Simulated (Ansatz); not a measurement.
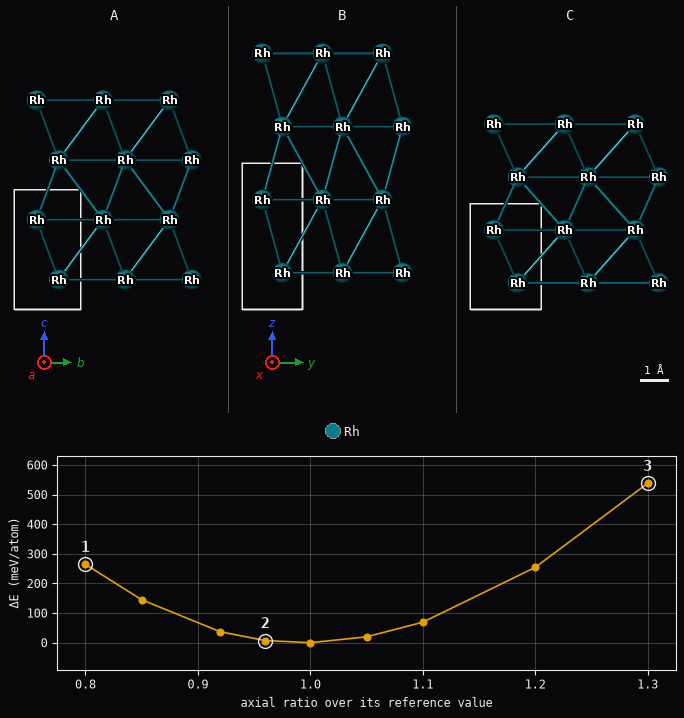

A scan of a crystal of Rh (P6_3/mmc): the ratio of the cell's length along z to its lengths across, counted as 1 for the reference, is changed at fixed volume (a c/a path), with the atoms kept at their fractional coordinates. x, y and z are the Cartesian axes of the input. The frames are shuffled; the numbered points of the plot belong to them. Style: ball-and-stick. Shown: the cell of the calculation, repeated 3 × 3 × 2 with one cell outlined, along the a axis.

Theory: Ansatz, DFT r2SCAN, scalar-relativistic, plane waves, PAW. (plane-wave cutoff 500 eV; k-point mesh 24 × 24 × 12; occupations gaussian; smearing width 0.15 eV; no spin polarisation). Energies (free energies at the smearing named) are counted from the cell as listed in its source, which wasn't relaxed.

Question: Match the frames to the points.

Answer: Point 1 is frame C (the relative ratio 0.80, 264 meV/atom); 2 is frame A (the relative ratio 0.96, 7 meV/atom); 3 is frame B (the relative ratio 1.30, 538 meV/atom). The lowest computed point lies at the relative ratio 1.00 (0 meV/atom). At the ends of the scan the energy is 264 meV/atom (0.80) and 538 meV/atom (1.30). The unrelaxed reference is under a pressure of −9.6 GPa. The distortion keeps the space group P6_3/mmc. At the relative ratio 1.30 the cell of the drawing goes a 2.731 → 2.502 Å, b 2.731 → 2.502 Å, c 4.428 → 5.275 Å.
